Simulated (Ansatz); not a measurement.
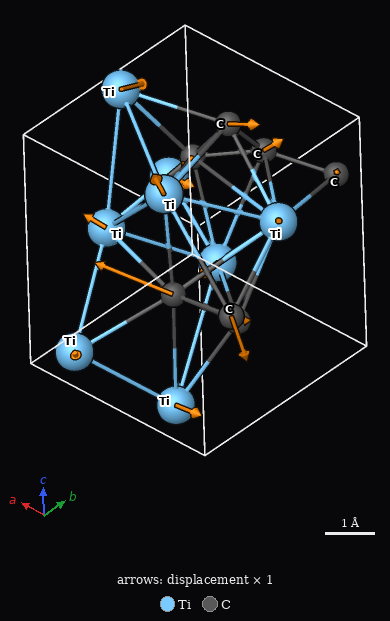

This is a relaxation of an amorphous cell of composition TiC (coarse preliminary run). The starting structure is drawn; orange arrows show the displacements (the part carried along by the change of the cell is left out), at their true length.

A ball-and-stick model of the cell of the calculation, reduced to other axes, seen from a free direction. Lengths and directions refer to the drawn axes.

Case: atoms packed at random at 1.00 times the crystal's volume.

Computed with Ansatz, DFT PBE, scalar-relativistic, plane waves, PAW. (plane-wave cutoff 420 eV; k-point mesh 3 × 3 × 3; occupations gaussian; smearing width 0.1 eV; no spin polarisation; cell and atoms relaxed; force threshold 0.04 eV/Å; at most 70 steps)

Q: What happened in the run?

A: The atom that moves furthest relative to the cell is a C atom (1.79 Å roughly along [3 −1 1]). Largest moves by element: C 1.79 Å, Ti 1.12 Å. The volume changes by +12.1 %, with a 5.085 → 4.979 Å (−2.1 %), b 5.128 → 5.959 Å (+16.2 %), c 5.484 → 5.580 Å (+1.8 %), α 87.1° → 101.6°, β 87.8° → 80.6°, γ 85.7° → 88.0°. Among the contacts that change: C–C 1.686 → 4.202 Å, Ti–Ti 4.984 → 2.742 Å, C–C 1.506 → 3.623 Å, C–Ti 2.879 → 4.560 Å. New bonds form: C–Ti (3.19 → 2.36 Å), C–Ti (3.39 → 2.32 Å), Ti–Ti (3.67 → 3.05 Å), Ti–Ti (3.78 → 3.01 Å). Bonds break: C–C (1.49 → 2.46 Å), C–C (1.51 → 2.50 Å), C–C (1.51 → 3.62 Å), C–Ti (2.33 → 3.66 Å). Bond angles that change, for instance: Ti–C–Ti 176.2° → 72.4°, Ti–C–C 73.1° → 147.1°, C–C–C 59.3° → 115.2°. After 32 accepted moves (37 points after the start) the energy has fallen by 15.076 eV per cell of the calculation. Largest force component: 5.2 eV/Å at the start, 0.037 eV/Å at the end. The pressure goes from 15.19 to −0.03 GPa. The line search rejected the trial steps at points 10, 32, 35 of the run. At 2 points the geometry stayed and the basis and grid were re-selected for the new cell (energy shift of 0.394 eV per cell of the calculation at most each time). The run took 3.2 min on 2 threads of Intel(R) Xeon(R) 6975P-C (Granite Rapids) (shared host), peak memory 0.53 GiB.

Limits of the set-up: the k-point mesh is coarse for a cell with partly filled bands; the periodic images lie only 5.1 Å apart, so the values are limited by the cell's size.
